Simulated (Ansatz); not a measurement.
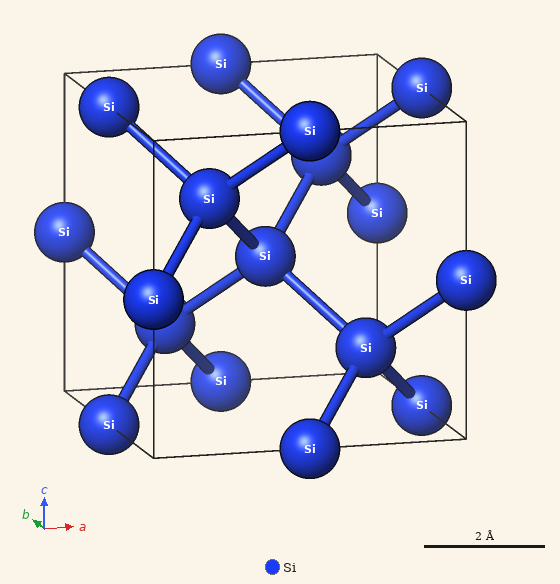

Reference structure: a symmetric starting cell of Si. Style: ball-and-stick. Shown: the conventional cell (4 times the calculation's cell), slightly off an axis. Lengths and directions refer to the drawn axes.

Method: Ansatz 0.2.0, DFT PBE, scalar-relativistic, plane waves, PAW. (plane-wave cutoff 420 eV; k-point mesh 10 × 10 × 10; occupations gaussian; smearing width 0.02 eV; no spin polarisation)

Now this is done to it. The cell is strained by +9.5 % along a and +0.5 % across it (volume +10.6 %), the atoms keeping their fractional coordinates. No relaxation follows. The starting cell wasn't computed here and needn't be at equilibrium, so pressure and forces aren't due to the change alone.

Input file:
```yaml
crystal:
  lattice:
    - [0.0, 2.7287214936, 2.7287214936]
    - [2.9731137936, 0.0, 2.7287214936]
    - [2.9731137936, 2.7287214936, 0.0]
  atoms:
    - { symbol: Si, position: [0.5, 0.5, 0.5] }
    - { symbol: Si, position: [0.75, 0.75, 0.75] }
basis:
  ecutwfc: 420
kpoints:
  mp_grid: { grid: [10, 10, 10] }
hamiltonian:
  xc: pbe
scf:
  occupations: { method: gaussian, width: 0.02 }
output:
  forces: true
  stress: true
  eigenvalues: true
```

Question: What is the effect?

Answer: The pressure is −6.0 GPa (not all of it need come from the change, since the unchanged cell can be under pressure at this level too). The principal stresses (compression positive) are −12.0 GPa along a and −3.0 GPa across it. All forces vanish by symmetry. Among the bonded contacts that change: Si–Si 2.352 → 2.436 Å. The space group (tolerance 0.01 Å) goes from Fd-3m (No. 227) to I4_1/amd (No. 141).

The changed structure in the same view:

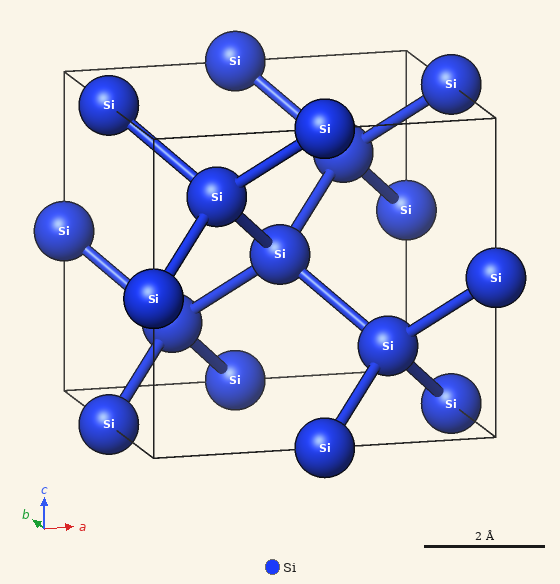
